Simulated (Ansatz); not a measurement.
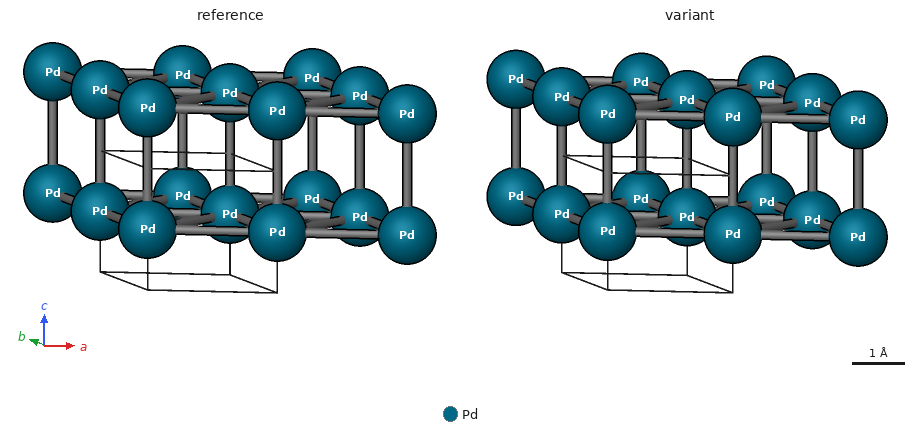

Left: a symmetric starting cell of Pd (made from another compound by putting Pd in place of Mo). Right: the same structure after one change, at the same scale. Style: ball-and-stick. Shown: the cell of the calculation, repeated 2 × 2 × 2 with one cell outlined, slightly off an axis.

The calculation used DFT PBE, scalar-relativistic, plane waves, PAW in Ansatz. (plane-wave cutoff 420 eV; k-point mesh 21 × 21 × 18; occupations gaussian; smearing width 0.1 eV; no spin polarisation)

> Which change leads from the left to the right?

All lengths are scaled by −3.5 % (volume −10.1 %), the atoms keeping their fractional coordinates. No relaxation follows. The starting cell wasn't computed here and needn't be at equilibrium, so pressure and forces aren't due to the change alone.

> And its effect?

The pressure is 90.0 GPa (not all of it need come from the change, since the unchanged cell can be under pressure at this level too). The principal stresses (compression positive) are 114.4 GPa along c and 77.8 GPa across it. All forces vanish by symmetry. Among the bonded contacts that change: Pd–Pd 2.576 → 2.486 Å, Pd–Pd 2.406 → 2.322 Å. The space group stays P6/mmm (No. 191).
